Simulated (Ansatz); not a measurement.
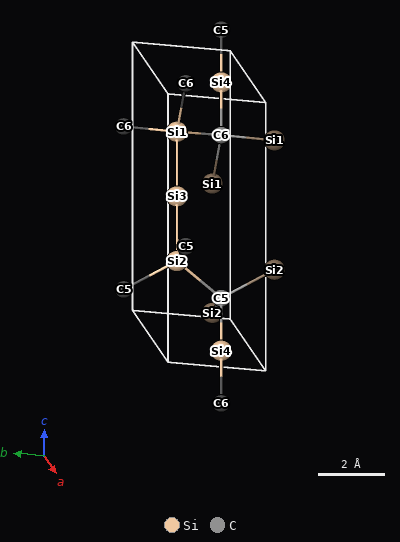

**Figure 1.** The input geometry (ball-and-stick view of the cell of the calculation, seen at an oblique angle; neighbours outside the cell are drawn fainter; atoms are numbered from 1 in the order of the input). An atom can appear more than once, as a periodic image. Near neighbours in the periodic cell (some may lie outside the picture): Si has 3 C at 1.85 Å and 1 Si at 2.38 Å; Si has 2 Si at 2.38 Å; Si has 2 C at 1.94 Å; C has 4 Si at 1.85 to 1.94 Å.

Geometry relaxation, with input and output: Si2C

The run: geometry relaxation of Si2C (6 atoms in the cell). Method and program: DFT PBE, scalar-relativistic, plane waves, PAW, no spin polarisation (Ansatz 0.2.0).

The structure was made by a generator, so it may or may not be a known phase. Figures and captions count atoms from 1; the log counts them from 0 in places.

## The program's output
```
Engine: ansatz 0.2.0, x86_64-unknown-linux-gnu
Pseudopotentials: kind: paw
Pseudopotential: Si, paw, valence charge 4, recommended cutoff 420 eV (normal), Si.paw.azcp
Pseudopotential: C, paw, valence charge 4, recommended cutoff 420 eV (normal), C.paw.azcp
Functional definition: PBE
  parameter kappa = 0.804
  parameter beta = 0.06672455060314922
  exchange = pbe_x(kappa = kappa, mu = beta*pi^2/3)
  correlation = pbe_c(beta = beta)
Crystal: 6 atoms, lattice volume = 77.731 Å³
Basis set: ecut = 420 eV, 1497 PW (Γ), exchange–correlation on 48×48×144 points (8 copies of the dense FFT grid, shifted against one another)
Bands: 18, of which v1, the nominal top of the filled ones, is band 12 counted from 1 (11 counted from 0)
Symmetry: 12 space group operations
Space group: P-6m2 (ITA 187), of the structure as read, at distance tolerance 4.3e-5 Å
k-points: 57 of 576 (time reversal used)
Non-local potential: Si, projectors of the file, l = 0: 2, l = 1: 2, l = 2: 2
Non-local potential: C, projectors of the file, l = 0: 2, l = 1: 2, l = 2: 1
PAW form: soft (Blöchl's): semilocal exchange-correlation on the pseudo side does not see the compensation charge
PAW one-centre angular grid: Si, 110 points (default); XC on 64 Gauss nodes
PAW one-centre angular grid: C, 110 points (default); XC on 64 Gauss nodes
Initial density: superposition of atomic densities (neutral atoms: chi_scale 0, normalization atom), corrected by the library's trained network
Initial wavefunctions: pseudopotential atomic-orbital guess
Functional: x = pbe(κ = 0.804, μ = 0.2195149727645171), c = pbe(β = 0.06672455060314922)
SCF iter   1: F=—  HF=-3043.687314 eV  |F-HF|=—  |Δ(HF+E_count)|=         —  Δρ=5.05e-3  dr2=5.66e-2  ethr=1.77e-3  ⟨swp⟩=6.1  Hψ=6245  notcnv=0
preconditioner: auto → none  [metal: Δε(μ)=0.045 eV  Ē_g=9.914 eV  σ=0.100 eV  W_gap=0.25  n_scr=6 (ndim 8)  ℏωp=20.6 eV  f_vac=0.000  D(μ)=1.16/eV (n_scr^D=4)  sad-step TF]
SCF iter   2: F=—  HF=-3043.680806 eV  |F-HF|=—  |Δ(HF+E_count)|=   6.51e-3  Δρ=3.58e-3  dr2=3.53e-2  ethr=2.36e-4  ⟨swp⟩=1.0  Hψ=1483  notcnv=0  defer=1
SCF iter   3: F=—  HF=-3043.670725 eV  |F-HF|=—  |Δ(HF+E_count)|=   1.01e-2  Δρ=1.25e-3  dr2=3.22e-3  ethr=1.47e-4  ⟨swp⟩=2.0  Hψ=1381  notcnv=0  defer=1
SCF iter   4: F=—  HF=-3043.670305 eV  |F-HF|=—  |Δ(HF+E_count)|=   4.20e-4  Δρ=3.94e-4  dr2=6.14e-4  ethr=1.34e-5  ⟨swp⟩=2.6  Hψ=1539  notcnv=0  defer=1
SCF iter   5: F=—  HF=-3043.670244 eV  |F-HF|=—  |Δ(HF+E_count)|=   6.09e-5  Δρ=1.61e-4  dr2=5.61e-5  ethr=2.56e-6  ⟨swp⟩=2.4  Hψ=1232  notcnv=0  defer=1
SCF iter   6: F=—  HF=-3043.670163 eV  |F-HF|=—  |Δ(HF+E_count)|=   8.11e-5  Δρ=5.86e-5  dr2=4.11e-6  ethr=2.34e-7  ⟨swp⟩=1.1  Hψ=1028  notcnv=0  defer=36
SCF iter   7: F=—  HF=-3043.670163 eV  |F-HF|=—  |Δ(HF+E_count)|=   2.56e-7  Δρ=1.21e-5  dr2=2.50e-7  ethr=1.71e-8  ⟨swp⟩=1.3  Hψ=1021  notcnv=0  defer=36
SCF iter   8: F=-3043.670163 eV  HF=-3043.670163 eV  |F-HF|=3.45e-10  |Δ(HF+E_count)|=   9.84e-9  Δρ=1.32e-6  dr2=1.44e-9  ethr=4.17e-10  ⟨swp⟩=12.3  Hψ=6838  notcnv=0
SCF 1 converged in 8 iterations: F = -3043.670163 eV  dr2 = 1.44e-9
  greatest PAW one-centre occupation: 0.655 electrons in one spin orbital (limit 2), on the C atom at site 5 (counted from 0), in its partial waves of l = 0
relax step   1: F+E_penalty+E_count = -3043.67016305 eV  Δ(F+E_penalty+E_count) = +0.000e0 eV  max|allowed force component| = 1.311e-3 eV/Å  Δτ_max = 0.0000 Å  P = +0.009 GPa  Ω = 77.731 Å³  (8 SCF iters, dr2 threshold 1.00e-7 eV, accepted)
Initial density: handed on by an earlier stage of this run
Initial wavefunctions: pseudopotential atomic-orbital guess (no wavefunctions were taken with the density)
iter 1 solved again at ethr=4.19e-7 eV; its pass at ethr=3.10e-3 eV (dr2=1.01e-4 eV) is discarded
SCF iter   1: F=—  HF=-3043.670246 eV  |F-HF|=—  |Δ(HF+E_count)|=         —  Δρ=2.82e-6  dr2=4.92e-9  ethr=4.19e-7  ⟨swp⟩=3.0  Hψ=8803  notcnv=0
eigensolver tolerance schedule: the retry pair's looser diagonalisation over-reported the residual by 20444.12 of it (diagonalisation noise at an unbounded share of the residual, at the tolerance the schedule requests for it); recorded, not acted on — ethr = c·dr2/N_el stays at c = 1.0e-1
preconditioner: auto → none  [metal: Δε(μ)=0.049 eV  Ē_g=9.867 eV  σ=0.100 eV  W_gap=0.26  n_scr=6 (ndim 8)  ℏωp=20.6 eV  f_vac=0.000  D(μ)=1.10/eV (n_scr^D=4)]
SCF iter   2: F=—  HF=-3043.670163 eV  |F-HF|=—  |Δ(HF+E_count)|=   8.27e-5  Δρ=1.54e-6  dr2=2.22e-9  ethr=2.05e-11  ⟨swp⟩=3.2  Hψ=2324  notcnv=0
SCF iter   3: F=—  HF=-3043.670163 eV  |F-HF|=—  |Δ(HF+E_count)|=  1.67e-10  Δρ=9.69e-7  dr2=3.37e-10  ethr=9.24e-12  ⟨swp⟩=1.0  Hψ=1026  notcnv=0
SCF iter   4: F=—  HF=-3043.670163 eV  |F-HF|=—  |Δ(HF+E_count)|=  9.96e-11  Δρ=3.69e-7  dr2=1.82e-10  ethr=1.40e-12  ⟨swp⟩=2.8  Hψ=1655  notcnv=0
iter 5 did not close the SCF: its close was put off for the readings that it lacked (scf_convergence_deferred on its scf_iter line)
SCF iter   5: F=-3043.670163 eV  HF=-3043.670163 eV  |F-HF|=5.91e-12  |Δ(HF+E_count)|=  1.36e-11  Δρ=4.67e-8  dr2=5.06e-12  ethr=1.00e-12  ⟨swp⟩=1.7  Hψ=1228  notcnv=0
SCF iter   6: F=-3043.670163 eV  HF=-3043.670163 eV  |F-HF|=9.09e-13  |Δ(HF+E_count)|=  9.09e-13  Δρ=3.21e-8  dr2=6.64e-13  ethr=1.00e-12  ⟨swp⟩=4.0  Hψ=4113  notcnv=0
SCF 2 converged in 6 iterations: F = -3043.670163 eV  dr2 = 6.64e-13
relax step   2: F+E_penalty+E_count = -3043.67016305 eV  Δ(F+E_penalty+E_count) = -7.922e-10 eV  max|allowed force component| = 1.312e-3 eV/Å  Δτ_max = 0.0000 Å  P = +0.009 GPa  Ω = 77.731 Å³  stress off target by 2.15e-2 GPa  SCF on the basis re-selected at this cell (its energy is not comparable with the rows above)  (6 SCF iters)
```

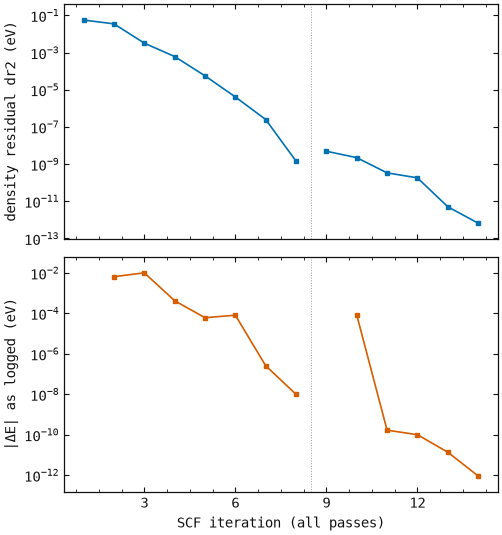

**Figure 2.** Convergence of the self-consistent field: density residual dr2 and size of the energy change against the SCF iteration. The dotted lines part the SCF passes of the relaxation: geometry steps, rejected trials and re-solves on a re-selected basis. The passes take 8 and 6 iterations.

```
basis re-selected at this cell: Δ(F+E_penalty+E_count) = -7.922e-10 eV, ΔP = +0.000 GPa vs the last step (what re-selecting the basis moved, of the pressure what is left beyond the Pulay correction that the steps carried, after the strain that the cell walked since its last selection, with what the two solves' SCF thresholds leave and, on support functions, any second-order correction that the steps lacked; it is no measure of the basis error at this ecutwfc). This SCF's stress stands 2.15e-2 GPa from its target on what of the cell is left free (relax.cell.stress_tol is 5.00e-2 GPa) and its largest allowed force component is 1.31e-3 eV/Å (relax.f_tol is 1.00e-2 eV/Å): within both
SCF converged after 6 iterations
Free energy (F): -3043.670163 eV
Harris-Foulkes:  -3043.670163 eV  (|F-HF|=9.09e-13)
Internal energy: -3043.664668 eV  (E = F + TS)
E sigma→0 (E₀):  -3043.667415 eV
Entropy (-TS):   -0.005495 eV (-0.916 meV/atom)
Fermi energy:    9.271527 eV
--- Per-component energies (eV) ---
  E_band       = 66.245238
  E_kinetic    = 349.244560
  E_local      = -367.827484  (includes V_loc(G=0)·N_el)
  E_nonlocal   = 154.521596
  E_hartree    = 131.784739
  E_xc         = -320.091972
  E_vxc        = -310.609016  (∫ρ·V_xc dr)
  E_paw        = -2248.935914  (= ΣΔE_a)
  E_vpaw       = -22.653935  (= ΣTr[D̂ρ^β])
  E_aug_tail   = 0.000041  (compensation charges beyond the density's cutoff)
  E_ewald      = -742.360233
  E_smearing   = -0.005495  (= −TS)
  E_closure    = -0.000000  (closes the sum)
  Σ components = -3043.670163   (vs F -3043.670163, Δ=0.00e0)
--- Forces (eV/Å), atoms counted from 1 ---
  atom   1  Si     0.00000000    -0.00000000     0.00131152
  atom   2  Si     0.00000000    -0.00000000    -0.00131152
  atom   3  Si     0.00000000     0.00000000     0.00000000
  atom   4  Si    -0.00000000    -0.00000000     0.00000000
  atom   5  C      0.00000000     0.00000000     0.00090727
  atom   6  C      0.00000000     0.00000000    -0.00090727
  max |Σ_I F_I| component: 1.85e-16 eV/Å
--- Stress (GPa, compression-positive) ---
        0.002575      -0.000000       0.000000
       -0.000000       0.002575       0.000000
        0.000000       0.000000       0.021471
  P = ⅓ Tr σ = 0.0089 GPa (0.089 kbar)
--- Band table (eV; the first three rows and the last of 57) ---
  k-point 0: bands = ["-6.6746", "-6.2600", "-2.2936", "0.0865", "0.9649", "6.2398", "7.0609", "7.4162", "7.4162", "7.5044", "7.5044", "12.2370", "14.6950", "14.8726", "14.8726", "15.0015", "15.8378", "15.8378"]
  k-point 1: bands = ["-6.6518", "-6.2940", "-2.0894", "-0.6597", "1.8830", "4.9664", "7.4178", "7.4178", "7.5028", "7.5028", "8.3325", "11.7107", "14.6958", "14.9194", "14.9194", "15.0359", "15.7001", "15.7001"]
  k-point 2: bands = ["-6.6241", "-6.3327", "-1.5973", "-1.4223", "2.9505", "3.7671", "7.4196", "7.4196", "7.5011", "7.5011", "9.3663", "10.9464", "14.6988", "14.9795", "14.9795", "15.0567", "15.5673", "15.5673"]
  k-point 56: bands = ["-2.8570", "-2.5360", "0.5131", "0.5714", "2.1525", "2.3594", "2.9268", "3.6860", "4.5960", "5.6835", "6.8415", "7.5107", "7.5111", "8.7168", "11.1653", "11.8695", "12.3004", "13.7465"]
--- Relaxed structure (1 steps of the walk, 1 accepted, 1 SCFs on fresh bases) ---
  F+E_penalty+E_count = -3043.67016305 eV   max|allowed force component| = 1.312e-3 eV/Å   (the final SCF, on the basis selected at the relaxed cell)
  cell:  # Å, volume = 77.7314 Å³
    - [3.0130888203354003, 2.8867373717808577e-11, 0.0]
    - [-1.5065444101927001, 2.609411462254909, 0.0]
    - [0.0, 0.0, 9.8864840315]
  atoms:
    - { symbol: Si, position: [0.3333333333333333, 0.6666666666666667, 0.7410148919] }
    - { symbol: Si, position: [0.3333333333333333, 0.6666666666666667, 0.2589851081] }
    - { symbol: Si, position: [0.3333333333333333, 0.6666666666666667, 0.5] }
    - { symbol: Si, position: [0.6666666666666666, 0.33333333333333326, 0.0] }
    - { symbol: C, position: [0.6666666666666666, 0.33333333333333326, 0.19636915300000002] }
    - { symbol: C, position: [0.6666666666666666, 0.33333333333333326, 0.803630847] }
```

## Trajectory as extended XYZ (Å, eV, eV/Å), 2 frames, from step=1 to step=2
```
6
Lattice="3.0131 0.0000 0.0000 -1.5065 2.6094 0.0000 0.0000 0.0000 9.8865" Properties=species:S:1:pos:R:3:forces:R:3 step=1 energy=-3043.67016 pressure_GPa=0.01
Si    0.0000    1.7396    7.3260    0.0000   0.0000   0.0013
Si    0.0000    1.7396    2.5605    0.0000   0.0000  -0.0013
Si    0.0000    1.7396    4.9432    0.0000   0.0000   0.0000
Si    1.5065    0.8698    0.0000    0.0000   0.0000   0.0000
C     1.5065    0.8698    1.9414    0.0000   0.0000   0.0009
C     1.5065    0.8698    7.9451    0.0000   0.0000  -0.0009
6
Lattice="3.0131 0.0000 0.0000 -1.5065 2.6094 0.0000 0.0000 0.0000 9.8865" Properties=species:S:1:pos:R:3:forces:R:3 step=2 energy=-3043.67016 pressure_GPa=0.01
Si    0.0000    1.7396    7.3260    0.0000   0.0000   0.0013
Si    0.0000    1.7396    2.5605    0.0000   0.0000  -0.0013
Si    0.0000    1.7396    4.9432    0.0000   0.0000   0.0000
Si    1.5065    0.8698    0.0000    0.0000   0.0000   0.0000
C     1.5065    0.8698    1.9414    0.0000   0.0000   0.0009
C     1.5065    0.8698    7.9451    0.0000   0.0000  -0.0009
```

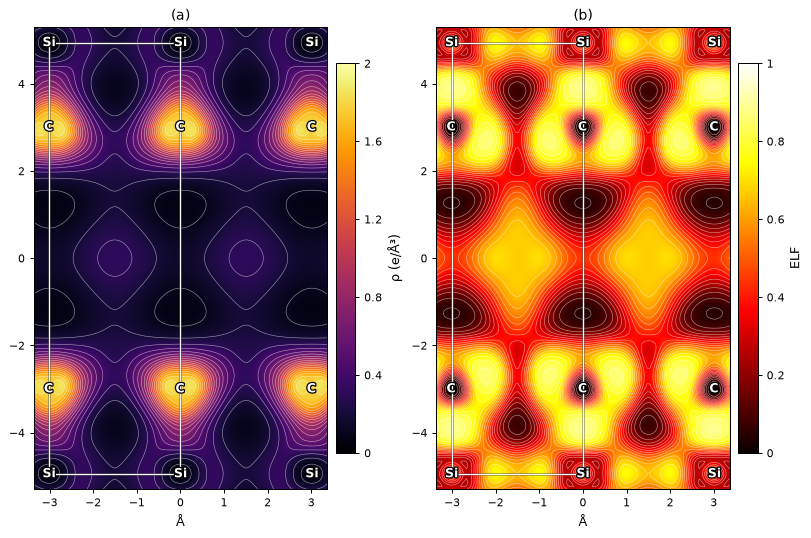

**Figure 3.** (a) valence electron density; (b) electron localisation function on the (010) plane of the conventional cell. Away from the nuclei the density in this plane falls to 0.07 e/Å³ at its lowest. Core electrons are frozen (PAW), so the fields are smoothed inside the atomic spheres.

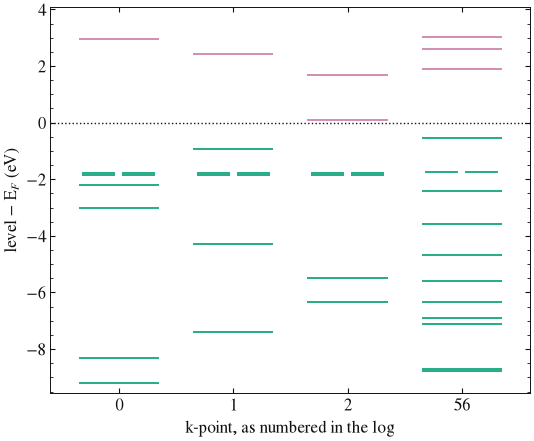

**Figure 4.** Kohn–Sham levels near the Fermi level (dotted) at the few k-points that the log prints; levels within 0.02 eV of each other stand side by side. The system is metallic on the full mesh.

The run was set up as follows.

## Input
```yaml
crystal:
  lattice:
    - [3.0130888203, 0.0, 0.0]
    - [-1.5065444102, 2.6094114623, 0.0]
    - [0.0, 0.0, 9.8864840315]
  atoms:
    - { symbol: Si, position: [0.3333333333, 0.6666666667, 0.7410148919] }
    - { symbol: Si, position: [0.3333333333, 0.6666666667, 0.2589851081] }
    - { symbol: Si, position: [0.3333333333, 0.6666666667, 0.5] }
    - { symbol: Si, position: [0.6666666667, 0.3333333333, 0.0] }
    - { symbol: C, position: [0.6666666667, 0.3333333333, 0.196369153] }
    - { symbol: C, position: [0.6666666667, 0.3333333333, 0.803630847] }
basis:
  ecutwfc: 420
kpoints:
  mp_grid: { grid: [12, 12, 4] }
hamiltonian:
  xc: pbe
scf:
  occupations: { method: gaussian, width: 0.1 }
output:
  forces: true
  stress: true
  eigenvalues: true
  write_density: true
  write_potential: true
  elf: true
  volumetric_format: npy
relax:
  adjacent_minimum: "off"
  f_tol: 0.01
  max_steps: 80
  cell: { stress_tol: 0.05 }
```

Launch command:
```bash
ansatz run input.yaml --threads 1 --pin off --max-ram 2560MiB --backend cpu --events-out ev --progress --plain --runs-dir out
```

## Key numbers

```json
{"quantity": "outcome", "value": "converged"}
{"quantity": "space group (tolerance 0.01 Å)", "value": "P-6m2 (187)"}
{"quantity": "electrons treated", "value": "24"}
{"quantity": "free energy", "value": "−3043.6702 eV"}
{"quantity": "Fermi energy", "value": "9.272 eV"}
{"quantity": "gap on the k-point mesh", "value": "none (metallic)"}
{"quantity": "pressure", "value": "0.01 GPa"}
{"quantity": "final volume", "value": "77.73 Å³"}
{"quantity": "largest force (length of the vector) at the end", "value": "0.001 eV/Å"}
{"quantity": "final cell", "value": "a = 3.013 Å, b = 3.013 Å, c = 9.886 Å, α = 90.00°, β = 90.00°, γ = 120.00°"}
{"quantity": "hardware", "value": "1 thread of Intel Xeon @ 2.50GHz (Skylake/Cascade Lake), 189 GiB of memory available, shared host"}
{"quantity": "wall time", "value": "33 s"}
{"quantity": "peak memory", "value": "0.38 GiB"}
```
